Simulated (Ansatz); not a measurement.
# Run report: TiN, single-point calculation

System: TiN (12 atoms in the cell).
Method: DFT PBE, scalar-relativistic, plane waves, PAW, no spin polarisation (Ansatz 0.2.0).

The structure derives from an entry of the Crystallography Open Database. It belongs to a series of runs on one base structure; here: the relaxed cell repeated 6 times. Figures and captions count atoms from 1; the log counts them from 0 in places.

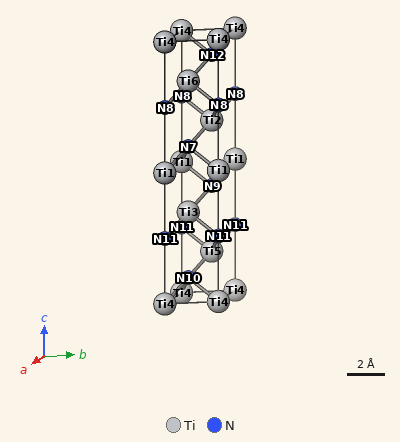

Figure 1. The structure as given in the input (ball-and-stick view of the reduced cell, seen slightly off an axis; atoms are numbered from 1 in the order of the input). An atom can appear more than once, as a periodic image.

Input
```yaml
crystal:
  lattice:
    - [2.1234249642, -2.1234249642, 0.0]
    - [2.1234249642, 0.0, -2.1234249642]
    - [8.4936998568, 8.4936998568, 8.4936998568]
  atoms:
    - { symbol: Ti, position: [1.0, 0.0, 0.5] }
    - { symbol: Ti, position: [0.3333333333, 0.3333333333, 0.3333333333] }
    - { symbol: Ti, position: [0.6666666667, 0.6666666667, 0.6666666667] }
    - { symbol: Ti, position: [1.0, 1.0, 0.0] }
    - { symbol: Ti, position: [0.3333333333, 0.3333333333, 0.8333333333] }
    - { symbol: Ti, position: [0.6666666667, 0.6666666667, 0.1666666667] }
    - { symbol: "N", position: [0.6666666667, 0.6666666667, 0.4166666667] }
    - { symbol: "N", position: [0.0, 0.0, 0.25] }
    - { symbol: "N", position: [0.3333333333, 0.3333333333, 0.5833333333] }
    - { symbol: "N", position: [0.6666666667, 0.6666666667, 0.9166666667] }
    - { symbol: "N", position: [1.0, 1.0, 0.75] }
    - { symbol: "N", position: [0.3333333333, 0.3333333333, 0.0833333333] }
basis:
  ecutwfc: 420
kpoints:
  mp_grid: { grid: [22, 22, 4] }
hamiltonian:
  xc: pbe
scf:
  occupations: { method: gaussian, width: 0.15 }
output:
  forces: true
  stress: true
  eigenvalues: true
  write_density: true
  write_potential: true
  elf: true
  volumetric_format: npy
```

Run on 2 threads of Arm Neoverse V2, 24 GiB of memory available, shared host.

Run as:
```bash
ansatz run input.yaml --threads 2 --pin off --max-ram 5120MiB --backend cpu --events-out ev --progress --plain --runs-dir out
```

Output
```
Engine: ansatz 0.2.0, aarch64-unknown-linux-gnu
Pseudopotentials: kind: paw
Pseudopotential: Ti, paw, valence charge 12, recommended cutoff 420 eV (normal), Ti.paw.azcp
Pseudopotential: N, paw, valence charge 5, recommended cutoff 420 eV (normal), N.paw.azcp
Functional definition: PBE
  parameter kappa = 0.804
  parameter beta = 0.06672455060314922
  exchange = pbe_x(kappa = kappa, mu = beta*pi^2/3)
  correlation = pbe_c(beta = beta)
Crystal: 12 atoms, lattice volume = 114.893 Å³
Basis set: ecut = 420 eV, 2149 PW (Γ), exchange–correlation on 48×48×200 points (8 copies of the dense FFT grid, shifted against one another)
Bands: 63, of which v1, the nominal top of the filled ones, is band 51 counted from 1 (50 counted from 0)
Symmetry: 72 space group operations
Space group: Fm-3m (ITA 225), of the structure as read, at distance tolerance 4.9e-5 Å
k-points: 196 of 1936
Non-local potential: Ti, projectors of the file, l = 0: 3, l = 1: 2, l = 2: 3, l = 3: 1
Non-local potential: N, projectors of the file, l = 0: 2, l = 1: 2, l = 2: 1
PAW form: soft (Blöchl's): semilocal exchange-correlation on the pseudo side does not see the compensation charge
PAW one-centre angular grid: Ti, 590 points (default); XC on 64 Gauss nodes
PAW one-centre angular grid: N, 110 points (default); XC on 64 Gauss nodes
Initial density: superposition of atomic densities (neutral atoms: chi_scale 0, normalization atom), corrected by the library's trained network
Initial wavefunctions: pseudopotential atomic-orbital guess
Functional: x = pbe(κ = 0.804, μ = 0.2195149727645171), c = pbe(β = 0.06672455060314922)
SCF iter   1: F=—  HF=-17322.676773 eV  |F-HF|=—  |Δ(HF+E_count)|=         —  Δρ=1.67e-3  dr2=1.92e-3  ethr=1.77e-3  ⟨swp⟩=4.0  Hψ=43805  notcnv=0
preconditioner: auto → Kerker (q_TF=auto, 2.675 Å⁻¹)  [metal: Δε(μ)=0.003 eV  Ē_g=8.378 eV  σ=0.150 eV  W_gap=0.01  n_scr=42 (ndim 8)  ℏωp=25.5 eV  f_vac=0.000  D(μ)=5.10/eV (n_scr^D=54)]
SCF iter   2: F=—  HF=-17322.675729 eV  |F-HF|=—  |Δ(HF+E_count)|=   1.04e-3  Δρ=7.19e-4  dr2=1.97e-4  ethr=1.88e-6  ⟨swp⟩=2.1  Hψ=21888  notcnv=0
SCF iter   3: F=—  HF=-17322.676111 eV  |F-HF|=—  |Δ(HF+E_count)|=   3.82e-4  Δρ=2.15e-4  dr2=1.56e-5  ethr=1.93e-7  ⟨swp⟩=2.1  Hψ=16472  notcnv=0
SCF iter   4: F=—  HF=-17322.676047 eV  |F-HF|=—  |Δ(HF+E_count)|=   6.43e-5  Δρ=3.06e-5  dr2=6.31e-7  ethr=1.53e-8  ⟨swp⟩=3.0  Hψ=23049  notcnv=0
iter 5 did not close the SCF: its close was put off for the readings that it lacked (scf_convergence_deferred on its scf_iter line)
SCF iter   5: F=-17322.676047 eV  HF=-17322.676047 eV  |F-HF|=2.36e-9  |Δ(HF+E_count)|=   4.83e-7  Δρ=5.15e-6  dr2=2.23e-8  ethr=6.19e-10  ⟨swp⟩=2.0  Hψ=15841  notcnv=0
SCF iter   6: F=-17322.676047 eV  HF=-17322.676047 eV  |F-HF|=2.44e-10  |Δ(HF+E_count)|=   4.54e-9  Δρ=9.85e-7  dr2=4.58e-10  ethr=2.19e-11  ⟨swp⟩=9.1  Hψ=74257  notcnv=0
SCF 1 converged in 6 iterations: F = -17322.676047 eV  dr2 = 4.58e-10
  greatest PAW one-centre occupation: 0.999 electrons in one spin orbital (limit 2), on the Ti atom at site 5 (counted from 0), in its partial waves of l = 0
```

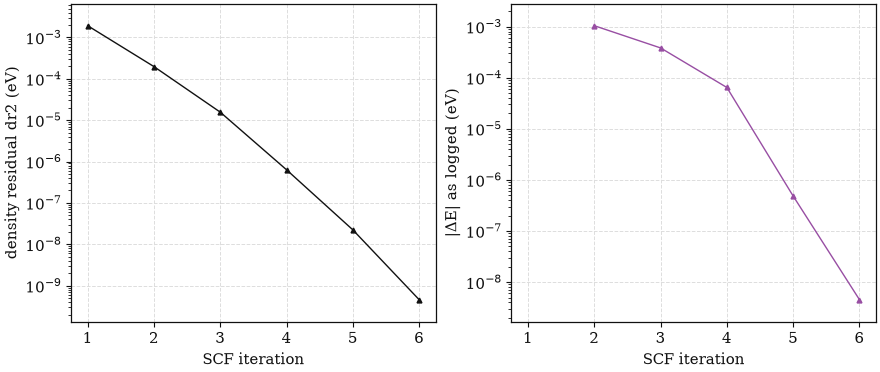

Figure 2. Convergence of the self-consistent field: density residual dr2 and size of the energy change against the SCF iteration. The residual falls at every step.

```
SCF converged after 6 iterations
Free energy (F): -17322.676047 eV
Harris-Foulkes:  -17322.676047 eV  (|F-HF|=2.44e-10)
Internal energy: -17322.618753 eV  (E = F + TS)
E sigma→0 (E₀):  -17322.647400 eV
Entropy (-TS):   -0.057294 eV (-4.774 meV/atom)
Fermi energy:    17.065778 eV
--- Per-component energies (eV) ---
  E_band       = -558.471206
  E_kinetic    = 2438.071449
  E_local      = -4743.566732  (includes V_loc(G=0)·N_el)
  E_nonlocal   = 307.595770
  E_hartree    = 1889.788280
  E_xc         = -958.636351
  E_vxc        = -1208.473075  (∫ρ·V_xc dr)
  E_paw        = -7044.015734  (= ΣΔE_a)
  E_vpaw       = -1131.677447  (= ΣTr[D̂ρ^β])
  E_aug_tail   = 0.001304  (compensation charges beyond the density's cutoff)
  E_ewald      = -9211.856739
  E_smearing   = -0.057294  (= −TS)
  E_closure    = 0.000000  (closes the sum)
  Σ components = -17322.676047   (vs F -17322.676047, Δ=0.00e0)
--- Forces (eV/Å), atoms counted from 1 ---
  atom   1  Ti    -0.00000000    -0.00000000    -0.00000000
  atom   2  Ti    -0.00000000    -0.00000000    -0.00000000
  atom   3  Ti     0.00000000     0.00000000    -0.00000000
  atom   4  Ti    -0.00000000    -0.00000000    -0.00000000
  atom   5  Ti    -0.00000000    -0.00000000    -0.00000000
  atom   6  Ti     0.00000000     0.00000000    -0.00000000
  atom   7  N      0.00000000    -0.00000000     0.00000000
  atom   8  N     -0.00000000     0.00000000     0.00000000
  atom   9  N     -0.00000000    -0.00000000     0.00000000
  atom  10  N      0.00000000    -0.00000000     0.00000000
  atom  11  N     -0.00000000     0.00000000     0.00000000
  atom  12  N     -0.00000000    -0.00000000     0.00000000
  max |Σ_I F_I| component: 5.69e-25 eV/Å
--- Stress (GPa, compression-positive) ---
        0.036478      -0.020210      -0.020210
       -0.020210       0.036478      -0.020210
       -0.020210      -0.020210       0.036478
  P = ⅓ Tr σ = 0.0365 GPa (0.365 kbar)
--- Band table (eV; the first three rows and the last of 196) ---
  k-point 0: bands = ["-40.7755", "-40.7517", "-40.7517", "-40.7038", "-40.7038", "-40.6797", "-17.4036", "-17.2502", "-17.2502", "-16.9316", "-16.9316", "-16.8202", "-16.8202", "-16.8066", "-16.8066", "-16.8066", "-16.8066", "-16.7793", "-16.7793", "-16.7793", "-16.7793", "-16.7657", "-16.7655", "-16.7655", "-0.0301", "0.4852", "0.4852", "1.6740", "1.6740", "2.4222", "9.0015", "10.2613", "10.2613", "11.5961", "11.5961", "12.1202", "12.1202", "12.1202", "12.1202", "12.9509", "12.9509", "13.5777", "13.5777", "13.5777", "13.5777", "15.0211", "15.0211", "15.0211", "16.4567", "16.4568", "16.4568", "17.0234", "17.0234", "17.0234", "17.0234", "17.2728", "17.2728", "17.6489", "17.6489", "18.1081", "18.1081", "18.1081", "18.1081"]
  k-point 1: bands = ["-40.7739", "-40.7616", "-40.7402", "-40.7154", "-40.6938", "-40.6813", "-17.3932", "-17.3142", "-17.1749", "-17.0100", "-16.8635", "-16.8193", "-16.8193", "-16.8123", "-16.8123", "-16.8001", "-16.8001", "-16.7859", "-16.7859", "-16.7772", "-16.7736", "-16.7736", "-16.7665", "-16.7665", "0.0039", "0.2672", "0.7486", "1.3599", "1.9648", "2.3655", "9.0899", "9.7462", "10.8634", "11.6292", "11.6292", "11.8929", "11.8929", "12.2326", "12.4076", "12.4076", "13.1442", "13.1442", "13.6530", "14.0353", "14.0353", "14.8049", "14.8609", "14.8609", "16.5136", "16.5136", "16.5736", "16.8131", "16.8131", "17.0432", "17.2696", "17.2696", "17.5079", "17.8087", "17.8087", "17.8280", "17.8280", "18.0540", "18.3612"]
  k-point 2: bands = ["-40.7692", "-40.7692", "-40.7278", "-40.7278", "-40.6862", "-40.6862", "-17.3628", "-17.3628", "-17.0930", "-17.0930", "-16.8166", "-16.8166", "-16.8166", "-16.8166", "-16.8107", "-16.8107", "-16.7930", "-16.7930", "-16.7930", "-16.7930", "-16.7692", "-16.7692", "-16.7692", "-16.7692", "0.1044", "0.1044", "1.0452", "1.0452", "2.2049", "2.2049", "9.3460", "9.3460", "11.5283", "11.5283", "11.7285", "11.7285", "11.7285", "11.7285", "12.7510", "12.7510", "12.7510", "12.7510", "14.2959", "14.2959", "14.4858", "14.4858", "14.4858", "14.4858", "16.6424", "16.6424", "16.6424", "16.6424", "16.8051", "16.8051", "17.5424", "17.5424", "17.5424", "17.5424", "17.7649", "17.7649", "18.2219", "18.2219", "18.2219"]
  k-point 195: bands = ["-40.6588", "-40.6588", "-40.6565", "-40.6565", "-40.6543", "-40.6543", "-17.2304", "-17.2304", "-17.2248", "-17.2248", "-17.1897", "-17.1897", "-17.1167", "-17.1167", "-17.0767", "-17.0767", "-17.0750", "-17.0750", "-16.9110", "-16.9110", "-16.8965", "-16.8965", "-16.8858", "-16.8858", "1.9429", "1.9429", "1.9774", "1.9774", "2.0166", "2.0166", "10.3904", "10.3904", "10.5367", "10.5367", "10.7458", "10.7458", "11.5143", "11.5143", "11.5285", "11.5285", "11.5951", "11.5951", "12.0313", "12.0313", "12.1477", "12.1477", "12.1762", "12.1762", "17.5003", "17.5003", "17.6021", "17.6021", "17.9894", "17.9894", "18.3766", "18.3766", "18.5098", "18.5098", "18.6752", "18.6752", "19.2756", "19.2756", "19.3126"]
```

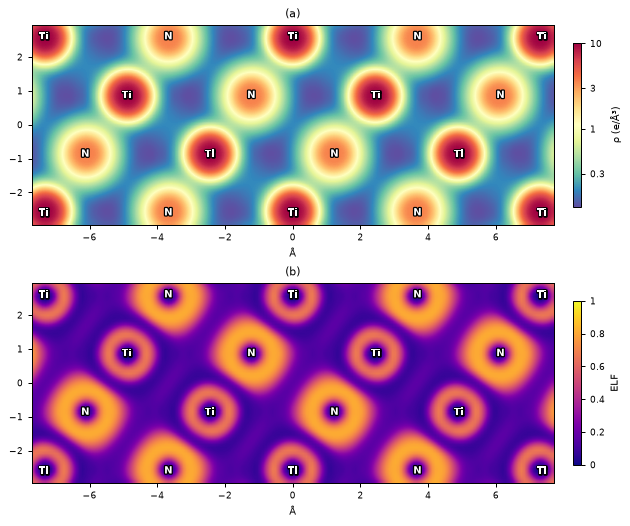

Figure 3. (a) valence pseudo-density; (b) ELF on the (11̄0) plane of the calculation cell. Atoms in the plane: Ti and N. Ti–N (2.12 Å): ρ is about 0.5 e/Å³ halfway; the ELF is about 0.20 at the midpoint; no shared pair; the contact is polar. Away from the nuclei the density in this plane falls to 0.12 e/Å³ at its lowest. The strong features right at Ti lie inside the PAW spheres (semicore, d or f shells) and say nothing about bonding. Core electrons are frozen (PAW), so the fields are smoothed inside the atomic spheres.

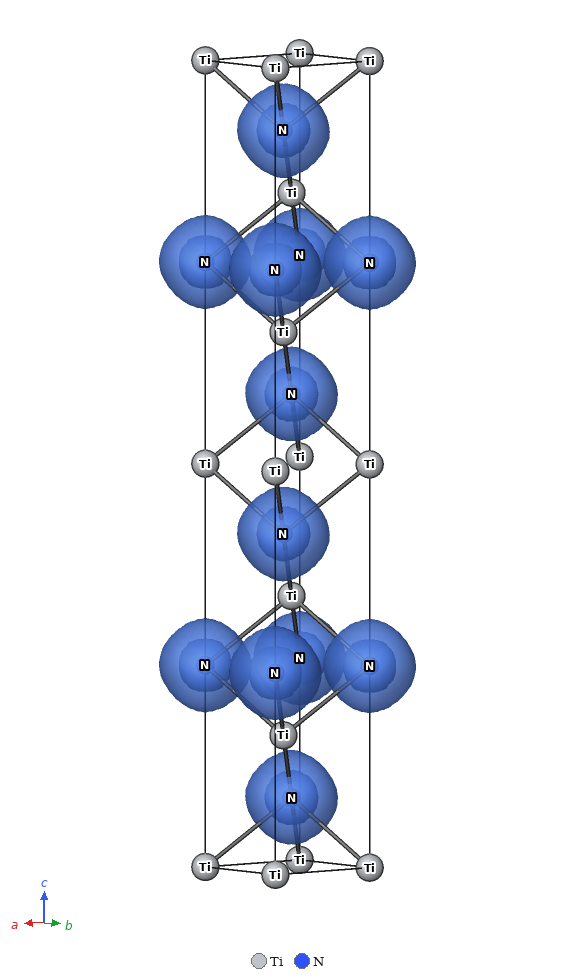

Figure 4. Isosurface of the electron localisation function at 0.75 (blue), seen at an oblique angle. Only the valence region is drawn (cores and ρ < 0.01 e/Å³ removed). Sticks mark near contacts. The outline is the calculation cell. Profiles from the grid: Ti–N (2.12 Å): the ELF is about 0.20 at the midpoint; a polar contact without a shared pair, in a metal.

Summary

| quantity | value |
| --- | --- |
| outcome | converged |
| space group (tolerance 0.01 Å) | Fm-3m (225) |
| electrons treated | 102 |
| free energy | −17322.6760 eV |
| Fermi energy | 17.066 eV |
| gap on the k-point mesh | none (metallic) |
| pressure | 0.04 GPa |
| largest force (length of the vector) | under 0.001 eV/Å |
| wall time | 50 s (CPU time 100 s) |
| peak memory | 1.1 GiB |
